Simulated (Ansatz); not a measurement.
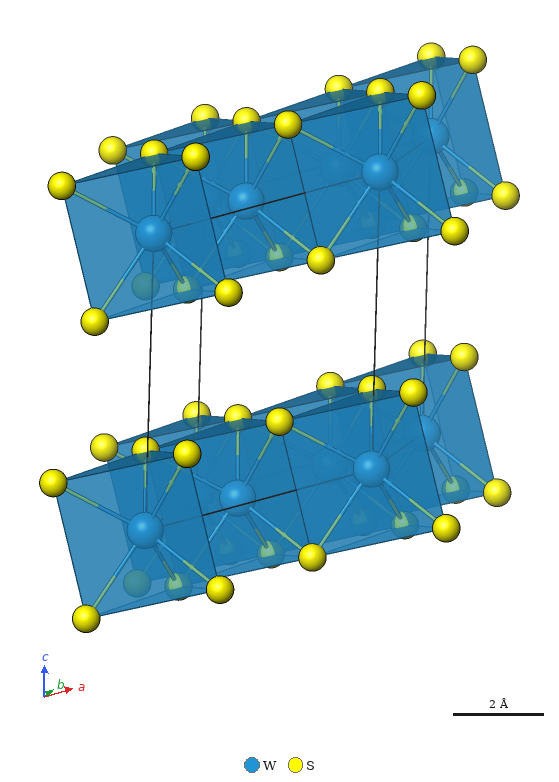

Figure 1. The input geometry (polyhedral view of the cell of the calculation, seen slightly off an axis; polyhedra are completed across the faces of the cell). An atom can appear more than once, as a periodic image.

**Geometry relaxation, with input and output: WS$_{2}$**

WS$_{2}$ (R3m, 9 atoms in the cell), computed with DFT PBEsol, scalar-relativistic, plane waves, PAW, no spin polarisation (Ansatz 0.2.0).

The structure derives from a Materials Project entry. It belongs to a series of runs on one base structure; here: 0 of 3 W sites taken by Re, cell and atoms relaxed.

**Output**
```
Engine: ansatz 0.2.0, x86_64-unknown-linux-gnu
Pseudopotentials: kind: paw
Pseudopotential: W, paw, valence charge 14, recommended cutoff 420 eV (normal), W.paw.azcp
Pseudopotential: S, paw, valence charge 6, recommended cutoff 420 eV (normal), S.paw.azcp
Functional definition: PBEsol
  exchange = pbesol_x
  correlation = pbesol_c
Crystal: 9 atoms, lattice volume = 164.317 Å³
Basis set: ecut = 420 eV, 3181 PW (Γ), exchange–correlation on 80×80×90 points (8 copies of the dense FFT grid, shifted against one another)
Bands: 48, of which v1, the nominal top of the filled ones, is band 39 counted from 1 (38 counted from 0)
Symmetry: 6 space group operations
Space group: R3m (ITA 160), of the structure as read, at distance tolerance 5.5e-5 Å
k-points: 114 of 384 (time reversal used)
Non-local potential: W, projectors of the file, l = 0: 3, l = 1: 2, l = 2: 2, l = 3: 1
Non-local potential: S, projectors of the file, l = 0: 2, l = 1: 2, l = 2: 2
PAW form: soft (Blöchl's): semilocal exchange-correlation on the pseudo side does not see the compensation charge
PAW frozen core: W, regenerated for the run's functional, and the local potential with it (the file was generated under x = pbe(κ = 0.804, μ = 0.2195149727645171), c = pbe(β = 0.06672455060314922))
PAW frozen core: S, regenerated for the run's functional, and the local potential with it (the file was generated under x = pbe(κ = 0.804, μ = 0.2195149727645171), c = pbe(β = 0.06672455060314922))
PAW one-centre angular grid: W, 590 points (default); XC on 64 Gauss nodes
PAW one-centre angular grid: S, 110 points (default); XC on 64 Gauss nodes
Initial density: superposition of atomic densities (neutral atoms: chi_scale 0, normalization atom), corrected by the library's trained network
Initial wavefunctions: pseudopotential atomic-orbital guess
Functional: x = pbesol(κ = 0.804, μ = 0.12345679012345678), c = pbesol(β = 0.046)
SCF iter   1: F=—  HF=-36087.257571 eV  |F-HF|=—  |Δ(HF+E_count)|=         —  Δρ=8.82e-3  dr2=2.45e-1  ethr=1.77e-3  ⟨swp⟩=6.3  Hψ=22827  notcnv=0
preconditioner: auto → Resta (q_TF=auto, 2.410 Å⁻¹)  ε∞=7.4  [insulator: Δε(μ)=1.161 eV  Ē_g=8.384 eV  σ=0.100 eV  W_gap=1.00  n_scr=42 (ndim 8)  ℏωp=21.3 eV  f_vac=0.029  D(μ)=0.00/eV (n_scr^D=0)  ε∞_Penn≈7.4]
SCF iter   2: F=—  HF=-36087.225484 eV  |F-HF|=—  |Δ(HF+E_count)|=   3.21e-2  Δρ=3.18e-3  dr2=8.33e-3  ethr=3.14e-4  ⟨swp⟩=2.7  Hψ=9268  notcnv=0  defer=226
SCF iter   3: F=—  HF=-36087.227767 eV  |F-HF|=—  |Δ(HF+E_count)|=   2.28e-3  Δρ=1.78e-3  dr2=2.54e-3  ethr=1.07e-5  ⟨swp⟩=2.1  Hψ=6799  notcnv=0  defer=226
SCF iter   4: F=—  HF=-36087.228928 eV  |F-HF|=—  |Δ(HF+E_count)|=   1.16e-3  Δρ=7.03e-4  dr2=4.04e-4  ethr=3.25e-6  ⟨swp⟩=2.4  Hψ=8175  notcnv=0  defer=226
SCF iter   5: F=—  HF=-36087.229175 eV  |F-HF|=—  |Δ(HF+E_count)|=   2.47e-4  Δρ=1.46e-4  dr2=2.43e-5  ethr=5.17e-7  ⟨swp⟩=2.0  Hψ=7556  notcnv=0  defer=226
SCF iter   6: F=—  HF=-36087.229386 eV  |F-HF|=—  |Δ(HF+E_count)|=   2.11e-4  Δρ=1.98e-5  dr2=1.16e-6  ethr=3.11e-8  ⟨swp⟩=2.0  Hψ=8314  notcnv=0  defer=226
SCF iter   7: F=-36087.229387 eV  HF=-36087.229387 eV  |F-HF|=2.37e-8  |Δ(HF+E_count)|=   5.17e-7  Δρ=4.43e-6  dr2=5.76e-8  ethr=1.28e-10  ⟨swp⟩=11.4  Hψ=27479  notcnv=0
SCF 1 converged in 7 iterations: F = -36087.229387 eV  dr2 = 5.76e-8
  greatest PAW one-centre occupation: 1.000 electrons in one spin orbital (limit 2), on the W atom at site 2 (counted from 0), in its partial waves of l = 0
relax step   1: F+E_penalty+E_count = -36087.22938702 eV  Δ(F+E_penalty+E_count) = +0.000e0 eV  max|allowed force component| = 4.327e-5 eV/Å  Δτ_max = 0.0000 Å  P = -0.007 GPa  Ω = 164.317 Å³  (7 SCF iters, dr2 threshold 1.00e-7 eV, accepted)
Initial density: handed on by an earlier stage of this run
Initial wavefunctions: pseudopotential atomic-orbital guess (no wavefunctions were taken with the density)
iter 1 solved again at ethr=2.78e-7 eV; its pass at ethr=3.10e-3 eV (dr2=2.17e-4 eV) is discarded
SCF iter   1: F=—  HF=-36087.229190 eV  |F-HF|=—  |Δ(HF+E_count)|=         —  Δρ=4.33e-6  dr2=6.73e-8  ethr=2.78e-7  ⟨swp⟩=3.8  Hψ=38297  notcnv=0
eigensolver tolerance schedule: the retry pair's looser diagonalisation over-reported the residual by 3215.25 of it (diagonalisation noise at 0.40 of the residual, at the tolerance the schedule requests for it); recorded, not acted on — ethr = c·dr2/N_el stays at c = 1.0e-1
preconditioner: auto → Resta (q_TF=auto, 2.410 Å⁻¹)  ε∞=7.3  [insulator: Δε(μ)=1.159 eV  Ē_g=8.452 eV  σ=0.100 eV  W_gap=1.00  n_scr=42 (ndim 8)  ℏωp=21.3 eV  f_vac=0.024  D(μ)=0.00/eV (n_scr^D=0)  ε∞_Penn≈7.3]
SCF iter   2: F=—  HF=-36087.229387 eV  |F-HF|=—  |Δ(HF+E_count)|=   1.97e-4  Δρ=2.94e-6  dr2=2.21e-8  ethr=8.63e-11  ⟨swp⟩=3.8  Hψ=13427  notcnv=0
SCF iter   3: F=—  HF=-36087.229387 eV  |F-HF|=—  |Δ(HF+E_count)|=   2.53e-8  Δρ=1.09e-6  dr2=7.79e-9  ethr=2.83e-11  ⟨swp⟩=2.0  Hψ=8243  notcnv=0
SCF iter   4: F=—  HF=-36087.229387 eV  |F-HF|=—  |Δ(HF+E_count)|=   4.09e-9  Δρ=6.40e-7  dr2=1.17e-9  ethr=9.99e-12  ⟨swp⟩=2.0  Hψ=7956  notcnv=0
SCF iter   5: F=-36087.229387 eV  HF=-36087.229387 eV  |F-HF|=3.35e-10  |Δ(HF+E_count)|=  2.47e-10  Δρ=3.24e-7  dr2=4.66e-10  ethr=1.04e-12  ⟨swp⟩=5.6  Hψ=19275  notcnv=0
SCF 2 converged in 5 iterations: F = -36087.229387 eV  dr2 = 4.66e-10
relax step   2: F+E_penalty+E_count = -36087.22938705 eV  Δ(F+E_penalty+E_count) = -2.324e-8 eV  max|allowed force component| = 4.952e-5 eV/Å  Δτ_max = 0.0000 Å  P = -0.007 GPa  Ω = 164.317 Å³  stress off target by 1.96e-2 GPa  SCF on the basis re-selected at this cell (its energy is not comparable with the rows above)  (5 SCF iters)
```

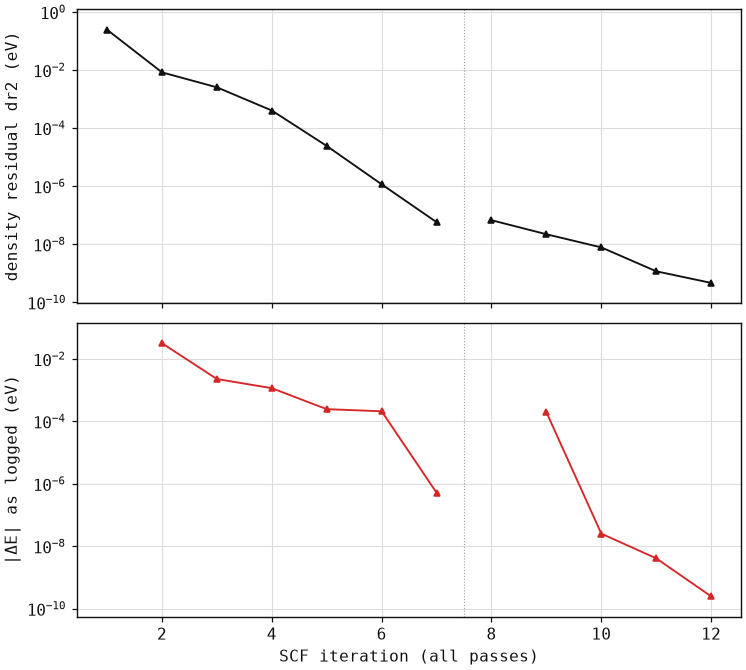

Figure 2. Convergence of the self-consistent field: density residual dr2 and size of the energy change against the SCF iteration. The dotted lines part the SCF passes of the relaxation: geometry steps, rejected trials and re-solves on a re-selected basis. The passes take 7 and 5 iterations.

```
basis re-selected at this cell: Δ(F+E_penalty+E_count) = -2.324e-8 eV, ΔP = +0.000 GPa vs the last step (what re-selecting the basis moved, of the pressure what is left beyond the Pulay correction that the steps carried, after the strain that the cell walked since its last selection, with what the two solves' SCF thresholds leave and, on support functions, any second-order correction that the steps lacked; it is no measure of the basis error at this ecutwfc). This SCF's stress stands 1.96e-2 GPa from its target on what of the cell is left free (relax.cell.stress_tol is 1.50e-1 GPa) and its largest allowed force component is 4.95e-5 eV/Å (relax.f_tol is 1.50e-2 eV/Å): within both
SCF converged after 5 iterations
Free energy (F): -36087.229387 eV
Harris-Foulkes:  -36087.229387 eV  (|F-HF|=3.35e-10)
Internal energy: -36087.229387 eV  (E = F + TS)
E sigma→0 (E₀):  -36087.229387 eV
Fermi energy:    11.585153 eV
--- Per-component energies (eV) ---
  E_band       = -604.247357
  E_kinetic    = 2000.881460
  E_local      = -5743.519649  (includes V_loc(G=0)·N_el)
  E_nonlocal   = 181.007846
  E_hartree    = 2307.418543
  E_xc         = -1376.281124
  E_vxc        = -1245.188629  (∫ρ·V_xc dr)
  E_paw        = -28813.592353  (= ΣΔE_a)
  E_vpaw       = -412.266834  (= ΣTr[D̂ρ^β])
  E_aug_tail   = -0.000200  (compensation charges beyond the density's cutoff)
  E_ewald      = -4644.180984
  E_core_change = 1.037072  (= ΣΔE_core)
  E_smearing   = -0.000000  (= −TS)
  E_closure    = 0.000000  (closes the sum)
  Σ components = -36087.229387   (vs F -36087.229387, Δ=0.00e0)
--- Forces (eV/Å), atoms counted from 1 ---
  atom   1  W      0.00000000     0.00000058    -0.00002426
  atom   2  W      0.00000000     0.00000058    -0.00002426
  atom   3  W      0.00000000     0.00000058    -0.00002426
  atom   4  S      0.00000000    -0.00000083     0.00004993
  atom   5  S      0.00000000    -0.00000083     0.00004993
  atom   6  S      0.00000000    -0.00000083     0.00004993
  atom   7  S      0.00000000     0.00000025    -0.00002443
  atom   8  S      0.00000000     0.00000025    -0.00002443
  atom   9  S      0.00000000     0.00000025    -0.00002443
  max |Σ_I F_I| component: 3.74e-6 eV/Å
--- Stress (GPa, compression-positive) ---
       -0.001066      -0.000000      -0.000000
       -0.000000      -0.001054       0.000002
       -0.000000       0.000002      -0.019570
  P = ⅓ Tr σ = -0.0072 GPa (-0.072 kbar)
--- Band table (eV; the first three rows and the last of 114) ---
  k-point 0: bands = ["-63.3516", "-63.3291", "-63.3291", "-27.7522", "-27.7522", "-27.7144", "-27.7144", "-27.6661", "-27.5860", "-27.5860", "-27.4688", "-27.4688", "-4.4812", "-2.5718", "-1.8029", "-1.8029", "-1.7374", "-1.7374", "3.5882", "4.5548", "4.5548", "5.0052", "5.0052", "5.8688", "5.8688", "6.5528", "6.5528", "7.1765", "7.1765", "7.6382", "7.6382", "8.0801", "8.0801", "8.9064", "8.9064", "9.3361", "9.8978", "10.4894", "10.4894", "12.4209", "12.4209", "13.4385", "13.4385", "13.6940", "13.6940", "13.7011", "13.7011", "14.6247"]
  k-point 1: bands = ["-63.3516", "-63.3291", "-63.3291", "-27.7522", "-27.7522", "-27.7144", "-27.7144", "-27.6661", "-27.5860", "-27.5860", "-27.4688", "-27.4688", "-4.4486", "-2.6414", "-1.8029", "-1.8029", "-1.7374", "-1.7374", "3.7539", "4.5546", "4.5546", "5.0060", "5.0060", "5.8659", "5.8659", "6.5586", "6.5586", "7.1718", "7.1718", "7.6358", "7.6358", "8.0813", "8.0813", "8.6507", "8.9114", "8.9114", "10.4186", "10.4899", "10.4899", "12.4209", "12.4209", "13.4508", "13.4508", "13.6743", "13.6743", "13.6904", "13.6904", "14.6497"]
  k-point 2: bands = ["-63.3516", "-63.3291", "-63.3291", "-27.7522", "-27.7522", "-27.7144", "-27.7144", "-27.6662", "-27.5860", "-27.5860", "-27.4688", "-27.4688", "-4.3767", "-2.7843", "-1.8029", "-1.8029", "-1.7374", "-1.7374", "4.1328", "4.5548", "4.5548", "5.0052", "5.0052", "5.8688", "5.8688", "6.5528", "6.5528", "7.1765", "7.1765", "7.6312", "7.6312", "7.8218", "8.0801", "8.0801", "8.9213", "8.9213", "10.4894", "10.4894", "10.8648", "12.4209", "12.4209", "13.4794", "13.4794", "13.6313", "13.6313", "13.7011", "13.7011", "14.6247"]
  k-point 113: bands = ["-63.3416", "-63.3341", "-63.3341", "-27.7895", "-27.7895", "-27.6611", "-27.6306", "-27.6039", "-27.6039", "-27.5593", "-27.5593", "-27.5136", "-3.3999", "-2.5715", "-2.5715", "-2.4080", "-1.9732", "-1.9732", "4.3164", "4.3164", "4.9733", "5.5967", "5.5967", "5.8983", "5.8983", "5.9695", "6.4635", "7.1390", "7.1390", "7.8251", "8.4853", "8.4853", "8.5063", "8.5834", "8.7461", "8.7461", "9.5507", "9.5507", "9.6516", "12.7570", "12.7570", "13.0520", "13.0720", "13.5530", "13.5530", "13.7746", "14.5003", "14.5003"]
--- Relaxed structure (1 steps of the walk, 1 accepted, 1 SCFs on fresh bases) ---
  F+E_penalty+E_count = -36087.22938705 eV   max|allowed force component| = 4.952e-5 eV/Å   (the final SCF, on the basis selected at the relaxed cell)
  cell:  # Å, volume = 164.3168 Å³
    - [-2.886752361603384e-11, -5.4512464237, -7.088524906475314e-29]
    - [4.720917885185567, -2.725623211875, -2.3184176260002715e-17]
    - [-9.622539228145874e-12, -1.8170821412, 6.3849829422]
  atoms:
    - { symbol: W, position: [0.6659949041000001, 0.6666666666666665, 0.0020152877] }
    - { symbol: W, position: [0.33266157076666675, 0.33333333333333326, 0.0020152877] }
    - { symbol: W, position: [0.9993282374333332, 0.9999999999999999, 0.0020152877] }
    - { symbol: S, position: [0.25085375033333346, 0.6666666666666665, 0.247438749] }
    - { symbol: S, position: [0.917520417, 0.33333333333333326, 0.247438749] }
    - { symbol: S, position: [0.5841870836666668, 0.9999999999999999, 0.247438749] }
    - { symbol: S, position: [0.4144513455666667, 0.6666666666666665, 0.7566459633] }
    - { symbol: S, position: [0.08111801223333331, 0.33333333333333326, 0.7566459633] }
    - { symbol: S, position: [0.7477846789, 1.4411741477569463e-27, 0.7566459633] }
```

**Trajectory as extended XYZ (Å, eV, eV/Å), 2 frames, from step=1 to step=2**
```
9
Lattice="0.0000 -5.4512 0.0000 4.7209 -2.7256 0.0000 0.0000 -1.8171 6.3850" Properties=species:S:1:pos:R:3:forces:R:3 step=1 energy=-36087.22939 pressure_GPa=-0.01
W     3.1473   -5.4512    0.0129    0.0000   0.0000   0.0000
W     1.5736   -2.7256    0.0129    0.0000   0.0000   0.0000
W     4.7209   -8.1769    0.0129    0.0000   0.0000   0.0000
S     3.1473   -3.6342    1.5799    0.0000   0.0000   0.0000
S     1.5736   -6.3598    1.5799    0.0000   0.0000   0.0000
S     4.7209   -6.3598    1.5799    0.0000   0.0000   0.0000
S     3.1473   -5.4512    4.8312    0.0000   0.0000   0.0000
S     1.5736   -2.7256    4.8312    0.0000   0.0000   0.0000
S     0.0000   -5.4512    4.8312    0.0000   0.0000   0.0000
9
Lattice="0.0000 -5.4512 0.0000 4.7209 -2.7256 0.0000 0.0000 -1.8171 6.3850" Properties=species:S:1:pos:R:3:forces:R:3 step=2 energy=-36087.22939 pressure_GPa=-0.01
W     3.1473   -5.4512    0.0129    0.0000   0.0000   0.0000
W     1.5736   -2.7256    0.0129    0.0000   0.0000   0.0000
W     4.7209   -8.1769    0.0129    0.0000   0.0000   0.0000
S     3.1473   -3.6342    1.5799    0.0000   0.0000   0.0001
S     1.5736   -6.3598    1.5799    0.0000   0.0000   0.0001
S     4.7209   -6.3598    1.5799    0.0000   0.0000   0.0001
S     3.1473   -5.4512    4.8312    0.0000   0.0000   0.0000
S     1.5736   -2.7256    4.8312    0.0000   0.0000   0.0000
S     0.0000   -5.4512    4.8312    0.0000   0.0000   0.0000
```

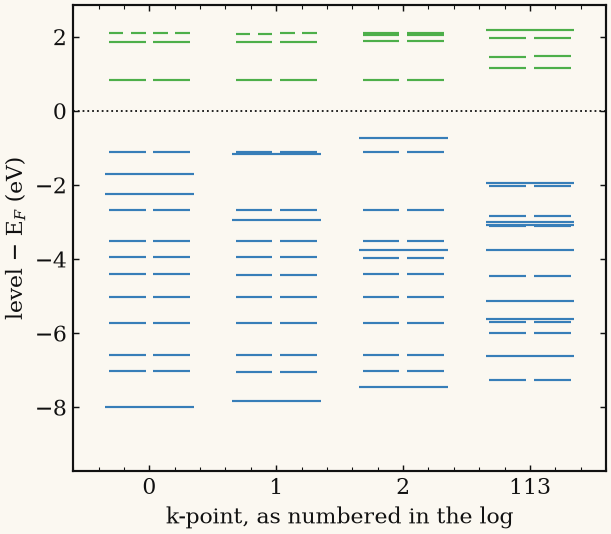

Figure 3. Kohn–Sham levels near the Fermi level (dotted) at the few k-points that the log prints; levels within 0.02 eV of each other stand side by side. Among these points the highest filled and lowest empty levels are 1.56 eV apart; the gap on the full mesh, 1.16 eV, has an edge at a point that isn't printed.

This output came from the following input.

**The input**
```yaml
crystal:
  lattice:
    - [0.0, -5.4512464237, 0.0]
    - [4.7209178852, -2.7256232119, 0.0]
    - [0.0, -1.8170821412, 6.3849829422]
  atoms:
    - { symbol: W, position: [0.6659949041, 0.6666666667, 0.0020152877] }
    - { symbol: W, position: [0.3326615708, 0.3333333333, 0.0020152877] }
    - { symbol: W, position: [0.9993282374, 1.0, 0.0020152877] }
    - { symbol: S, position: [0.2508537503, 0.6666666667, 0.247438749] }
    - { symbol: S, position: [0.917520417, 0.3333333333, 0.247438749] }
    - { symbol: S, position: [0.5841870837, 1.0, 0.247438749] }
    - { symbol: S, position: [0.4144513456, 0.6666666667, 0.7566459633] }
    - { symbol: S, position: [0.0811180122, 0.3333333333, 0.7566459633] }
    - { symbol: S, position: [0.7477846789, 0.0, 0.7566459633] }
basis:
  ecutwfc: 420
kpoints:
  mp_grid: { grid: [8, 8, 6] }
hamiltonian:
  xc: pbesol
scf:
  occupations: { method: gaussian, width: 0.1 }
output:
  forces: true
  stress: true
  eigenvalues: true
relax:
  adjacent_minimum: "off"
  f_tol: 0.015
  max_steps: 60
  cell: { stress_tol: 0.15 }
```

Launched with:
```bash
ansatz run input.yaml --threads 2 --pin off --max-ram 5120MiB --backend cpu --events-out ev --progress --plain --runs-dir out
```

**Results in brief**

| quantity | value |
| --- | --- |
| outcome | converged |
| space group (tolerance 0.01 Å) | R3m (160) |
| electrons treated | 78 |
| free energy | −36087.2294 eV |
| Fermi energy | 11.585 eV |
| gap on the k-point mesh | 1.16 eV |
| pressure | −0.01 GPa |
| final volume | 164.32 Å³ |
| largest force (length of the vector) at the end | under 0.001 eV/Å |
| final cell | a = 5.451 Å, b = 5.451 Å, c = 6.639 Å, α = 82.13°, β = 74.11°, γ = 60.00° |
| hardware | 2 threads of Intel Xeon (Sapphire Rapids), 32 GiB of memory available, shared host |
| wall time | 45 s (CPU time 89 s) |
| peak memory | 0.91 GiB |

**Remarks**

Spin–orbit coupling is left out, which matters for W.
